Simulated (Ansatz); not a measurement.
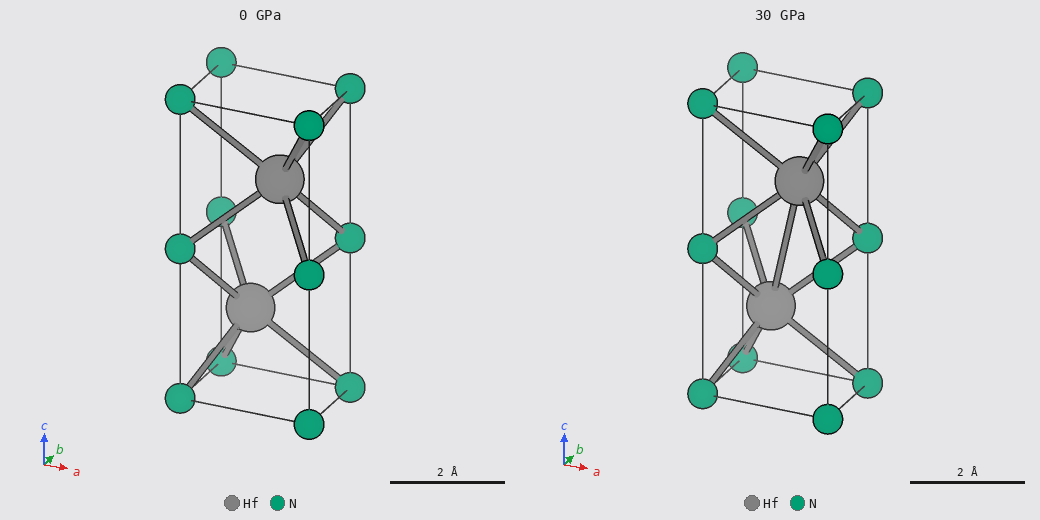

HfN, anti-NiAs type, space group P6₃/mmc (No. 194), relaxed (cell and atoms) under a series of hydrostatic pressures; the conventional cell is drawn at the lowest and the highest, to one scale (sticks follow a distance rule). The start was a structure listed in the Materials Project. It needn't be the stable form of this composition.

Alike in all runs: Ansatz 0.2.0; functional PBEsol; potentials Ansatz PAW; cutoff 420 eV; k mesh 10 × 10 × 5 on the run's cell of 4 atoms; occupations fermi-dirac, width 0.05 eV; no spin polarisation; no spin-orbit coupling.

| pressure (GPa) | volume (Å³/atom) | a (Å) | c (Å) |
| --- | --- | --- | --- |
| 0.0 | 11.415 | 3.127 | 5.393 |
| 2.0 | 11.333 | 3.119 | 5.380 |
| 5.0 | ? | ? | ? |
| 10.0 | 11.038 | 3.092 | 5.334 |
| 20.0 | 10.717 | 3.061 | 5.283 |
| 30.0 | 10.438 | 3.034 | 5.238 |

Fit a third-order Birch-Murnaghan equation to the rows given and use it to fill in the volume that is left out.

The fit gives V0 = 11.41 Å³/atom, B0 = 278 GPa and B0′ = 4.2, which puts the volume at 5.0 GPa at 11.22 Å³/atom. The run gave volume 11.218 Å³/atom; a 3.108 Å; c 5.362 Å.

Which axis yields most up to 30 GPa?

The axes shrink nearly alike: a −3.0 %, c −2.9 %, against −8.6 % in volume.

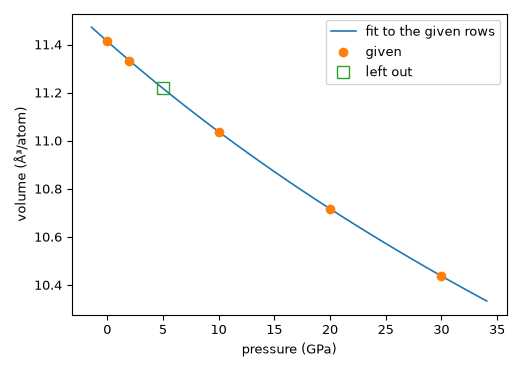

Volume against pressure, with the fit. The structure was kept in its own symmetry, so a change to another phase within this range wouldn't be seen.

Caveat: the plane-wave basis is chosen anew once the cell has moved, so the energies of steps on either side of that aren't comparable; spin-orbit coupling is left out, which matters for Hf, if less for volumes and forces than for levels.
